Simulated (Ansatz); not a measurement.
Hf: band-structure calculation

Hf (P-1, 2 atoms in the cell), computed with DFT, PBEsol, all-electron LAPW, scalar-relativistic, no spin polarisation (Ansatz 0.2.0).

The structure derives from an entry of the Crystallography Open Database. It belongs to a series of runs on one base structure; here: equal xy, yz and zx shear strains of -1 %. Figures and captions count atoms from 1; the log counts them from 0 in places.

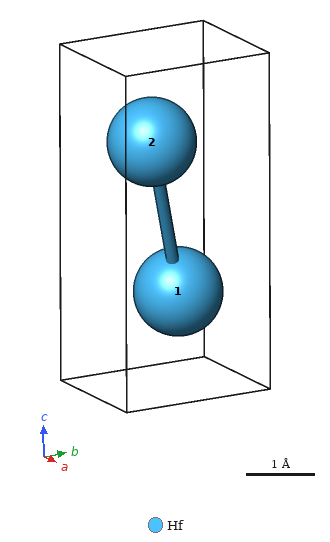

Figure 1. The structure as given in the input (ball-and-stick view of the cell of the calculation, seen slightly off an axis; atoms are numbered from 1 in the order of the input).

Summary

```csv
quantity,value
outcome,converged
space group (tolerance 0.01 Å),P-1 (2)
electrons in bands (core shells apart),72
free energy,−820253.8489 eV
Fermi energy,20.056 eV
pressure,−3.70 GPa
electronic character,metal
largest force (length of the vector),0.026 eV/Å
hardware,"1 thread of Arm Neoverse V2, 24 GiB of memory available, shared host"
wall time,4 min
peak memory,2 GiB
```

Spin–orbit coupling is left out, which matters for Hf.

The input
```yaml
crystal:
  lattice:
    - [3.1966985242, -0.0159834926, -0.0159834926]
    - [-1.6121913728, 2.7764138765, -0.0058503643]
    - [-0.025289, -0.025289, 5.0578]
  atoms:
    - { symbol: Hf, position: [0.3333333333, 0.6666666667, 0.25] }
    - { symbol: Hf, position: [0.6666666667, 0.3333333333, 0.75] }
kpoints:
  mp_grid: { grid: [13, 13, 7] }
  band_path:
    path:
      - [0.0, 0.0, 0.0]
      - [0.0, 0.0, 0.5]
      - [-0.5, 0.5, 0.0]
      - [0.0, 0.0, 0.0]
      - [0.0, -0.5, 0.0]
      - [-0.5, 0.0, 0.5]
      - [0.0, 0.0, 0.0]
      - [-0.5, 0.0, 0.0]
      - [0.0, -0.5, 0.5]
    npoints: 5
scf:
  occupations: { method: fermi_dirac, width: 0.05 }
hamiltonian:
  xc: pbesol
  pseudopotentials: { kind: all_electron, lapw: { basis_error: 0.0005 } }
output:
  forces: true
  stress: true
  eigenvalues: true
```

Run as:
```bash
ansatz run input.yaml --threads 1 --pin off --max-ram 3072MiB --backend cpu --events-out ev --progress --plain --runs-dir out
```

Log
```
LAPW: plane waves up to 7.853 Å⁻¹, error target 5.0e-4 eV per atom; small_component_spin mean_spin; Hf in spheres of 1.553 Å, 36 of its electrons in bands, Dirac shells [] (how accurate: hamiltonian.pseudopotentials.lapw.basis_error, Limitations)
Engine: ansatz 0.2.0, aarch64-unknown-linux-gnu
Pseudopotentials: kind: all_electron
Pseudopotential: Hf, LAPW, valence charge 36, lapw/all_electron/scalar/gaussian/Hf, Koelling and Harmon's equation, gaussian nucleus
Functional definition: PBEsol
  exchange = pbesol_x
  correlation = pbesol_c
Crystal: 2 atoms, lattice volume = 44.757 Å³
Basis set: ecut = 234.93772892233721 eV, 371 PW (Γ), FFT grids on a1+a2, −a1, a3, exchange–correlation at level 2
Bands: 44, of which v1, the nominal top of the filled ones, is band 36 counted from 1 (35 counted from 0)
Symmetry: 2 space group operations
Space group: P-1 (ITA 2), of the structure as read, at distance tolerance 3.6e-5 Å
k-points: 592 of 1183
Non-local potential: Hf, projectors of the file, none
Initial density: superposition of atomic densities (chi_scale 0.1, normalization cell)
Initial wavefunctions: plane waves of lowest kinetic energy (no species holds an atomic orbital)
Functional: x = pbesol(κ = 0.804, μ = 0.12345679012345678), c = pbesol(β = 0.046)
iter 1 solved again at ethr=3.14e-4 eV; its pass at ethr=1.00e-1 eV (dr2=2.26e-1 eV) is discarded
SCF iter   1: F=—  HF=-820254.115432 eV  |F-HF|=—  |Δ(HF+E_count)|=         —  Δρ=2.38e-2  dr2=2.26e-1  ethr=3.14e-4  ⟨swp⟩=2.5  Hψ=160958  notcnv=0
preconditioner: auto → Kerker (q_TF=auto, 2.953 Å⁻¹)  [metal: Δε(μ)=0.003 eV  Ē_g=17.890 eV  σ=0.050 eV  W_gap=0.02  n_scr=22 (ndim 8)  ℏωp=38.5 eV  f_vac=0.000  D(μ)=1.42/eV (n_scr^D=8)]
SCF iter   2: F=—  HF=-820253.907098 eV  |F-HF|=—  |Δ(HF+E_count)|=   2.08e-1  Δρ=1.45e-2  dr2=9.67e-2  ethr=3.14e-4  ⟨swp⟩=2.0  Hψ=82296  notcnv=0
SCF iter   3: F=—  HF=-820253.872321 eV  |F-HF|=—  |Δ(HF+E_count)|=   3.48e-2  Δρ=1.03e-2  dr2=5.21e-2  ethr=1.34e-4  ⟨swp⟩=2.0  Hψ=77929  notcnv=0
SCF iter   4: F=—  HF=-820253.850390 eV  |F-HF|=—  |Δ(HF+E_count)|=   2.19e-2  Δρ=5.56e-3  dr2=1.69e-2  ethr=7.23e-5  ⟨swp⟩=2.0  Hψ=73611  notcnv=0
iter 5 solved again at ethr=1.14e-6 eV; its pass at ethr=2.35e-5 eV (dr2=8.17e-4 eV) is discarded
SCF iter   5: F=—  HF=-820253.848901 eV  |F-HF|=—  |Δ(HF+E_count)|=         —  Δρ=1.19e-3  dr2=8.17e-4  ethr=1.14e-6  ⟨swp⟩=2.0  Hψ=130960  notcnv=0
the basis was enlarged: its passes take 651.1 KiB over the memory plan, 1 of 1 planned eigensolver slots
SCF iter   6: F=—  HF=-820253.848941 eV  |F-HF|=—  |Δ(HF+E_count)|=   3.97e-5  Δρ=3.86e-4  dr2=7.65e-5  ethr=1.14e-6  ⟨swp⟩=2.0  Hψ=77953  notcnv=0
SCF iter   7: F=—  HF=-820253.848937 eV  |F-HF|=—  |Δ(HF+E_count)|=   3.73e-6  Δρ=1.13e-4  dr2=8.09e-6  ethr=1.06e-7  ⟨swp⟩=2.0  Hψ=77953  notcnv=0
SCF iter   8: F=—  HF=-820253.848936 eV  |F-HF|=—  |Δ(HF+E_count)|=   1.34e-6  Δρ=2.90e-5  dr2=5.22e-7  ethr=1.12e-8  ⟨swp⟩=2.0  Hψ=77956  notcnv=0
SCF iter   9: F=—  HF=-820253.848936 eV  |F-HF|=—  |Δ(HF+E_count)|=   1.63e-7  Δρ=1.36e-5  dr2=9.71e-8  ethr=7.25e-10  ⟨swp⟩=2.0  Hψ=77954  notcnv=0
SCF iter  10: F=-820253.848936 eV  HF=-820253.848936 eV  |F-HF|=1.09e-8  |Δ(HF+E_count)|=   6.61e-8  Δρ=5.86e-6  dr2=1.56e-8  ethr=1.35e-10  ⟨swp⟩=2.0  Hψ=77954  notcnv=0
SCF 1 converged in 10 iterations: F = -820253.848936 eV  dr2 = 1.56e-8
```

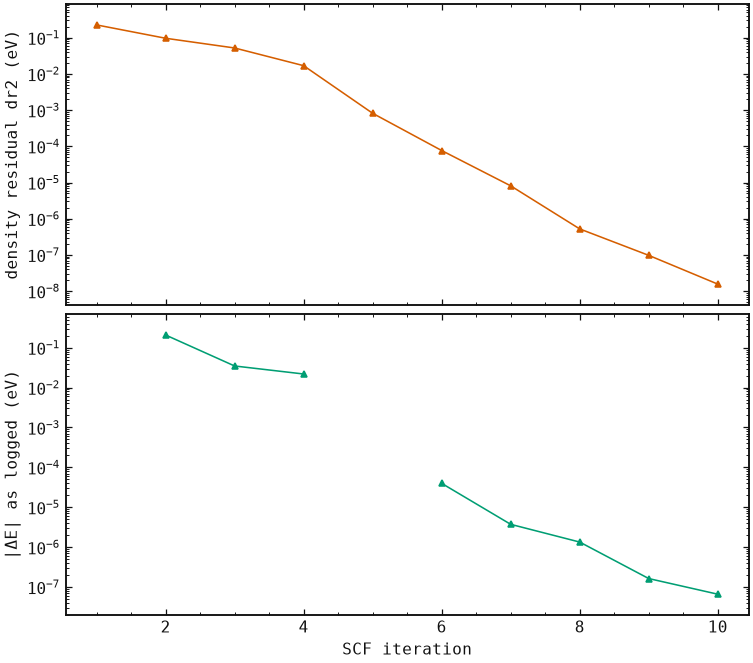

Figure 2. Convergence of the self-consistent field: density residual dr2 and size of the energy change against the SCF iteration. The residual falls at every step.

```
NSCF: frozen V_eff on 41 k-points
SCF converged after 10 iterations
Free energy (F): -820253.848936 eV
Harris-Foulkes:  -820253.848936 eV  (|F-HF|=1.09e-8)
Internal energy: -820253.835651 eV  (E = F + TS)
E sigma→0 (E₀):  -820253.842293 eV
Entropy (-TS):   -0.013285 eV (-6.642 meV/atom)
Fermi energy:    20.055797 eV
--- Per-component energies (eV) ---
  E_band       = -3540.088075
  E_kinetic    = 912601.793968
  E_xc         = -16580.949431
  E_electrostatic = -1716274.680189  (all electrons and nuclei)
  E_smearing   = -0.013285  (= −TS)
  E_closure    = 0.000000  (closes the sum)
  E_atoms      = -820238.075759  (free atoms, spherical and without spin; not in F)
  Σ components = -820253.848936   (vs F -820253.848936, Δ=0.00e0)
  Basis errors (estimates in eV, not in F): energy 1.2e-4 per atom: plane waves 9.6e-5 (4.9e-5 summed), levels above the bands 1.0e-69, relativity 1.6e-8, radial functions 1.9e-5, core shells 2.3e-7; eigenvalues (radial functions only) 4.0e-7; not estimated: angular momenta, meshes, grids; target (lapw.basis_error) 5.0e-4; muffin-tin radii Hf 1.553 Å
--- Forces (eV/Å), atoms counted from 1 ---
  atom   1  Hf     0.02627043     0.00034150     0.00180770
  atom   2  Hf    -0.02627043    -0.00034150    -0.00180770
  max |Σ_I F_I| component: 0.00e0 eV/Å
--- Stress (GPa, compression-positive) ---
       -3.636836       0.676064       0.494138
        0.676064      -3.627260       0.494063
        0.494138       0.494063      -3.832939
  P = ⅓ Tr σ = -3.6990 GPa (-36.990 kbar)
--- Band table (eV; the first three rows and the last of 592) ---
  k-point 0: bands = ["-181.0793", "-181.0793", "-181.0791", "-181.0791", "-181.0749", "-181.0749", "-181.0534", "-181.0534", "-181.0533", "-181.0533", "-41.8297", "-41.7580", "-10.9688", "-10.2303", "-10.2195", "-10.1013", "-10.0982", "-10.0858", "8.1934", "8.2241", "8.2253", "8.2274", "8.2286", "8.2288", "8.2312", "8.2383", "8.2392", "8.2486", "8.2666", "8.2676", "8.3057", "8.3093", "12.6739", "16.3364", "20.7202", "21.1195", "21.3045", "21.4869", "21.9469", "22.1141", "22.6412", "22.7001", "25.3466", "25.4046"]
  k-point 1: bands = ["-181.0793", "-181.0793", "-181.0791", "-181.0791", "-181.0749", "-181.0749", "-181.0534", "-181.0534", "-181.0533", "-181.0533", "-41.8261", "-41.7616", "-10.9282", "-10.2240", "-10.2133", "-10.1406", "-10.1077", "-10.0962", "8.1939", "8.2161", "8.2174", "8.2265", "8.2271", "8.2327", "8.2336", "8.2406", "8.2416", "8.2493", "8.2700", "8.2708", "8.3059", "8.3091", "12.8616", "16.2357", "20.4628", "21.0219", "21.1799", "21.3449", "21.7960", "21.9616", "22.9387", "23.0037", "25.4196", "25.4771"]
  k-point 2: bands = ["-181.0793", "-181.0793", "-181.0791", "-181.0791", "-181.0749", "-181.0749", "-181.0534", "-181.0534", "-181.0533", "-181.0533", "-41.8162", "-41.7716", "-10.8131", "-10.2684", "-10.2063", "-10.1956", "-10.1256", "-10.1146", "8.1961", "8.2098", "8.2111", "8.2184", "8.2223", "8.2234", "8.2325", "8.2488", "8.2544", "8.2553", "8.2738", "8.2745", "8.3064", "8.3086", "13.3982", "15.8447", "20.0795", "20.8864", "20.9077", "21.0981", "21.4621", "21.6255", "23.6227", "23.6915", "25.4381", "25.4947"]
  k-point 591: bands = ["-181.0793", "-181.0793", "-181.0791", "-181.0791", "-181.0749", "-181.0749", "-181.0534", "-181.0534", "-181.0533", "-181.0533", "-41.7710", "-41.7460", "-10.8048", "-10.6625", "-10.5529", "-10.4071", "-10.2772", "-10.2181", "8.1971", "8.2063", "8.2176", "8.2273", "8.2352", "8.2386", "8.2476", "8.2507", "8.2534", "8.2578", "8.2645", "8.2787", "8.2804", "8.2821", "16.4217", "17.5736", "18.1769", "19.1192", "20.7947", "21.0816", "21.4943", "24.9436", "25.5447", "25.6252", "26.5432", "28.1718"]
```

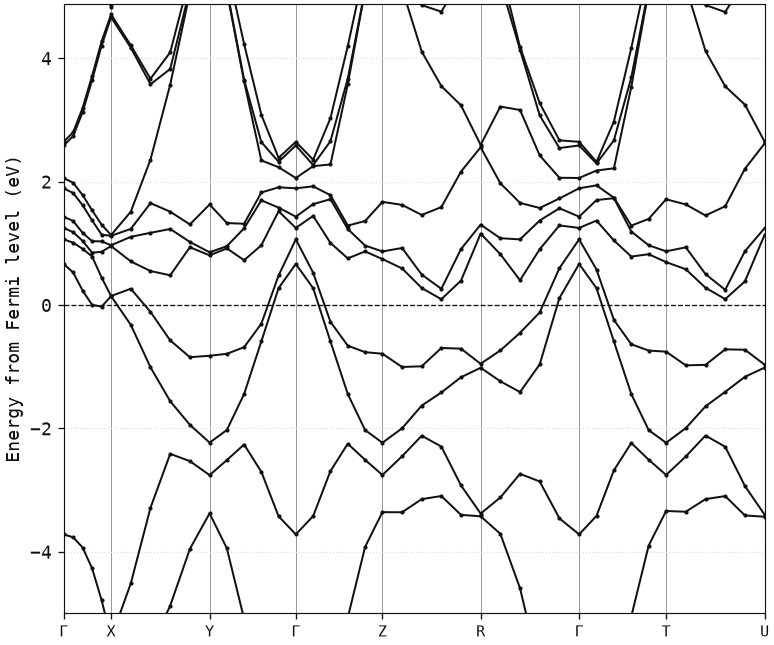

Figure 3. Band structure along Γ–X–Y–Γ–Z–R–Γ–T–U, with energies from the Fermi level. Bands cross the Fermi level: a metal at this level of theory.
